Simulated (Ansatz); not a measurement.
Hf₃O₇: geometry relaxation (part 5 of 5)

Hf₃O₇ (slab, 10 atoms in the cell); DFT PBEsol, scalar-relativistic, plane waves, PAW (Ansatz 0.2.0); cutoff 420 eV, 8×8×1 k-mesh, Gaussian smearing of 0.05 eV, collinear spins. The structure derives from an entry of the Crystallography Open Database. The run did not end well. The input holds or restrains some coordinates. Forces given for the steps count only the free coordinates. It belongs to a series of runs on one base structure; here: O put at a bridge Hf-O site.

Geometry of the input (Å; fractional positions):
```
3.5666  0.0000  0.0000
0.0000  3.5666  0.0000
0.0000  0.0000  25.3049
O  0.5000  0.0000  0.3359
O  0.0000  0.5000  0.3359
Hf 0.5000  0.5000  0.3857
O  0.0000  0.5000  0.4356
O  0.5000  0.0000  0.4356
Hf 0.0000  0.0000  0.4783
O  0.5000  0.0000  0.5368
O  0.0000  0.5000  0.5368
Hf 0.5000  0.5000  0.5758
O  0.7500  0.5000  0.6643
```

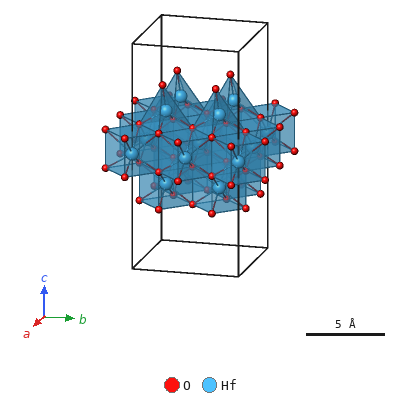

**Figure 1.** The geometry at step 2 of the log (polyhedral view of the 2 × 2 repeat of the cell, with the vacuum cut short, seen slightly off an axis; polyhedra are completed across the faces of the cell).

### Output, continued
```
Dipole field:    D = 0.013936 V/Å  (p = 0.024790 e·Å, saw-weighted, corrected)
Work function:   Φ+ = 9.1110 eV   Φ− = 9.4636 eV
Levels:          The Fermi level and band energies are counted from a zero that moves with the ramp; work functions are not
--- Per-component energies (eV) ---
  E_band       = -1919.189285
  E_kinetic    = 2471.045342
  E_local      = -219560.040764  (includes V_loc(G=0)·N_el)
  E_nonlocal   = -3373.814162
  E_hartree    = 107982.006227
  E_xc         = -1396.011212
  E_vxc        = -1443.057093  (∫ρ·V_xc dr)
  E_paw        = -21482.154492  (= ΣΔE_a)
  E_vpaw       = 4021.642055  (= ΣTr[D̂ρ^β])
  E_aug_tail   = 0.016784  (compensation charges beyond the density's cutoff)
  E_efield     = 0.000173  (sawtooth field / dipole correction)
  E_vefield    = 0.988969  (∫n·V_field dr)
  E_ewald      = 84628.416126
  E_core_change = 4.000290  (= ΣΔE_core)
  E_smearing   = -0.004057  (= −TS)
  E_closure    = -0.000000  (closes the sum)
  Σ components = -50726.539744   (vs F -50726.539744, Δ=0.00e0)
--- Forces (eV/Å), atoms counted from 1 ---
  atom   1  O      0.00007239     0.00000000     1.53110773
  atom   2  O      0.00033147     0.00000000     1.51689677
  atom   3  Hf    -0.00030339     0.00000000    -6.61256200
  atom   4  O      0.00332114     0.00000000     1.62567844
  atom   5  O     -0.00664832     0.00000000     1.75524436
  atom   6  Hf     0.01204527     0.00000000     1.43268506
  atom   7  O     -0.01432209     0.00000000     0.41583469
  atom   8  O     -0.48504884     0.00000000    -0.22728222
  atom   9  Hf     1.56668496     0.00000000     2.85050352
  atom  10  O     -1.07604705     0.00000000    -4.28860679
  max |Σ_I F_I| component: 5.00e-4 eV/Å
--- Band table (eV; the first three rows and the last of 50) ---
  k-point 0 ↑: bands = ["-63.7357", "-62.9559", "-61.9698", "-32.6024", "-32.4012", "-32.3855", "-31.7892", "-31.7760", "-31.5374", "-30.8175", "-30.6272", "-30.6250", "-21.0728", "-20.1269", "-19.7165", "-19.1824", "-17.3849", "-16.0866", "-15.6401", "-13.6256", "-13.6254", "-13.6042", "-13.5922", "-13.5918", "-13.5875", "-13.5138", "-12.9177", "-12.9176", "-12.8418", "-12.8022", "-12.7736", "-12.7451", "-12.7175", "-11.8664", "-11.8663", "-11.8487", "-11.8310", "-11.8305", "-11.8273", "-11.7403", "-8.4967", "-7.9132", "-7.9116", "-7.2936", "-7.0599", "-7.0171", "-6.2761", "-5.1263", "-4.5522", "-4.5369", "-3.7198", "-3.6908", "-3.2111", "-3.2102", "-2.5301", "-1.8147", "-1.2997", "-0.8429", "-0.5570", "-0.4650", "-0.4642", "1.4032", "1.5536", "1.6282", "2.5613", "2.9410", "3.6711", "3.8137", "4.2111", "4.4919", "5.4815", "5.7377", "6.1719", "6.2398"]
  k-point 1 ↑: bands = ["-63.7349", "-62.9551", "-61.9690", "-32.5948", "-32.4306", "-32.3988", "-31.8360", "-31.7686", "-31.5298", "-30.8080", "-30.6701", "-30.6233", "-20.9602", "-20.0802", "-19.6932", "-19.2194", "-17.3389", "-16.1312", "-15.6320", "-13.6247", "-13.6239", "-13.6032", "-13.5941", "-13.5917", "-13.5901", "-13.5235", "-12.9225", "-12.9138", "-12.8440", "-12.8041", "-12.7759", "-12.7457", "-12.7211", "-11.8655", "-11.8621", "-11.8490", "-11.8343", "-11.8308", "-11.8272", "-11.7532", "-8.3455", "-7.8376", "-7.8265", "-7.1396", "-7.0627", "-6.9758", "-6.1419", "-5.0930", "-4.6931", "-4.4797", "-3.9765", "-3.9365", "-3.3510", "-3.2329", "-2.4352", "-1.7732", "-1.3137", "-0.8642", "-0.7450", "-0.6723", "-0.6499", "1.5943", "1.7226", "1.8312", "2.6072", "3.0736", "3.6715", "3.7552", "4.2284", "4.6301", "5.1821", "5.8075", "5.9724", "6.1785"]
  k-point 2 ↑: bands = ["-63.7329", "-62.9532", "-61.9671", "-32.5847", "-32.5284", "-32.3928", "-31.9324", "-31.7617", "-31.5157", "-30.7871", "-30.7693", "-30.6191", "-20.6769", "-19.9848", "-19.6626", "-19.3001", "-17.1927", "-16.2547", "-15.6121", "-13.6226", "-13.6204", "-13.6026", "-13.5991", "-13.5976", "-13.5865", "-13.5452", "-12.9273", "-12.9133", "-12.8468", "-12.8111", "-12.7799", "-12.7483", "-12.7276", "-11.8636", "-11.8540", "-11.8495", "-11.8389", "-11.8344", "-11.8238", "-11.7802", "-7.9376", "-7.6218", "-7.5837", "-7.0253", "-6.8553", "-6.7862", "-5.8201", "-5.1281", "-5.0276", "-4.6647", "-4.5055", "-4.3680", "-3.3899", "-3.1483", "-2.1914", "-1.7008", "-1.4046", "-1.2909", "-1.1564", "-1.0443", "-0.7800", "1.8587", "1.9293", "2.1134", "2.7131", "3.1255", "3.6466", "3.8129", "4.2220", "4.7615", "5.1623", "5.3170", "6.0327", "6.2251"]
  k-point 24 ↓: bands = ["-63.7245", "-62.9250", "-61.9591", "-32.6903", "-32.6733", "-32.4511", "-32.0237", "-31.9447", "-31.4682", "-30.8899", "-30.8872", "-30.7012", "-19.6714", "-19.6014", "-19.4689", "-19.3539", "-16.5670", "-16.5655", "-16.3770", "-13.6262", "-13.6177", "-13.6149", "-13.6105", "-13.6049", "-13.5796", "-13.5796", "-12.9187", "-12.9146", "-12.8475", "-12.8277", "-12.7842", "-12.7766", "-12.7296", "-11.8611", "-11.8593", "-11.8480", "-11.8449", "-11.8443", "-11.8162", "-11.8162", "-8.8920", "-8.8070", "-7.4739", "-7.3066", "-5.8533", "-5.7357", "-4.8782", "-4.7786", "-4.7263", "-4.5219", "-4.3288", "-4.1473", "-3.7395", "-2.7415", "-2.5667", "-2.2586", "-2.0615", "-1.5959", "-1.5928", "-0.8568", "0.3002", "1.2297", "1.3437", "1.8117", "2.6052", "3.3553", "3.9082", "3.9588", "3.9715", "4.0350", "4.3182", "5.6893", "6.0149", "6.0380"]
End of that report.
Error: SIGTERM received: cancelled by the caller after 34 completed SCF iterations
```

### Trajectory as extended XYZ (Å, eV, eV/Å), 2 frames, from step=1 to step=2
```
10
Lattice="3.5666 0.0000 0.0000 0.0000 3.5666 0.0000 0.0000 0.0000 25.3049" Properties=species:S:1:pos:R:3:forces:R:3 step=1 energy=-50725.09357
O     1.7833    0.0000    8.5000    0.0002   0.0000   1.8171
O     0.0000    1.7833    8.5000    0.0002   0.0000   1.8094
Hf    1.7833    1.7833    9.7610   -0.0009   0.0000  -7.6573
O     0.0000    1.7833   11.0220    0.0041   0.0000   1.9776
O     1.7833    0.0000   11.0220   -0.0099   0.0000   2.0283
Hf    0.0000    0.0000   12.1036    0.0051   0.0000  -0.0096
O     1.7833    0.0000   13.5838   -0.0813   0.0000   0.3003
O     0.0000    1.7833   13.5838   -0.4312   0.0000  -0.1641
Hf    1.7833    1.7833   14.5705    1.6250   0.0000   4.7675
O     2.6749    1.7833   16.8105   -1.1112   0.0000  -4.8684
10
Lattice="3.5666 0.0000 0.0000 0.0000 3.5666 0.0000 0.0000 0.0000 25.3049" Properties=species:S:1:pos:R:3:forces:R:3 step=2 energy=-50726.53974
O     1.7833    0.0000    8.5000    0.0001   0.0000   1.5311
O     0.0000    1.7833    8.5000    0.0003   0.0000   1.5169
Hf    1.7833    1.7833    9.7610   -0.0003   0.0000  -6.6126
O     0.0000    1.7833   11.0220    0.0033   0.0000   1.6257
O     1.7833    0.0000   11.0220   -0.0066   0.0000   1.7552
Hf    0.0003    0.0000   12.1102    0.0120   0.0000   1.4327
O     1.7837    0.0000   13.6248   -0.0143   0.0000   0.4158
O     0.0070    1.7833   13.6124   -0.4850   0.0000  -0.2273
Hf    1.8123    1.7833   14.6783    1.5667   0.0000   2.8505
O     2.6382    1.7833   16.6191   -1.0760   0.0000  -4.2886
```

### What the run reported

- outcome: stopped at the time limit
- hardware: 2 threads of Arm Neoverse V2, 128 GiB of memory available, shared host
- wall time: 13 min (CPU time 26 min)
- peak memory: 1.2 GiB

### Diagnosis

The run was cut off by its time limit, so the output is incomplete. Notes on the run: a screening estimate came out negative during mixing.
